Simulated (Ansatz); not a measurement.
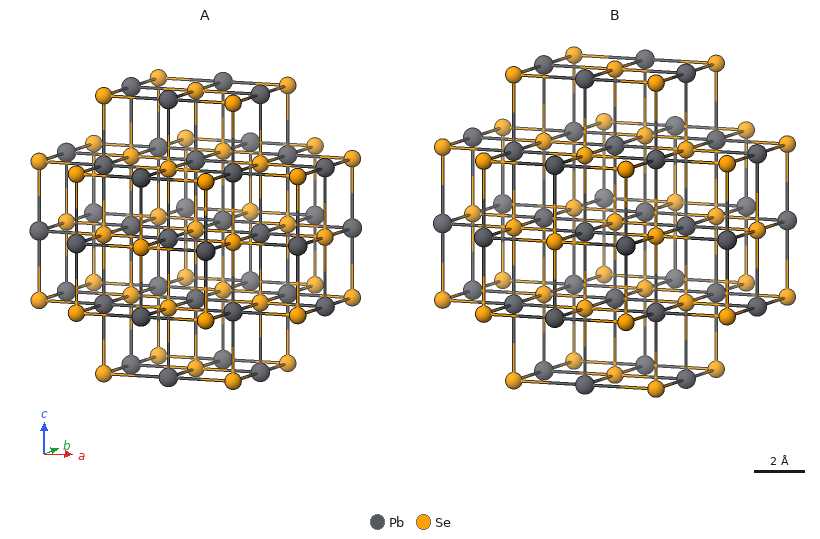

Two geometries of a crystal of PbSe (built on the rocksalt type), drawn at one scale. One is the start of a relaxation, the other its converged end. A ball-and-stick model of the conventional cell (4 times the calculation's cell), seen slightly off an axis. Lengths and directions refer to the drawn axes.

Level of theory: DFT, PBE, plane waves, PAW (Ansatz). (plane-wave cutoff 420 eV; k-point mesh 8 × 8 × 8; occupations fermi dirac; smearing width 0.02 eV; no spin polarisation; cell and atoms relaxed; force threshold 0.005 eV/Å)

Question: Which one is relaxed?

Answer: Structure B is the relaxed one. No atom moves by more than 0.005 Å relative to the cell. Cell: a = b = c 5.650 → 6.217 Å (+10.0 %). Volume +33.2 %. Near-neighbour distances that change, for instance: Pb–Se 2.825 → 3.109 Å. The space group stays Fm-3m (No. 225). After 5 accepted moves (7 points after the start) the energy has fallen by 450 meV per atom. All forces vanish by symmetry, so only the cell relaxes. Pressure: 24.92 GPa at the start and 0.00 GPa at the end. The SCF was repeated twice at an unchanged geometry on a basis and grid sized afresh for the cell, which shifted the energy by 1.2 meV per atom at most. The run took 4.5 s on 4 threads of Arm Neoverse V1, with other jobs on the host, peak memory 0.38 GiB.
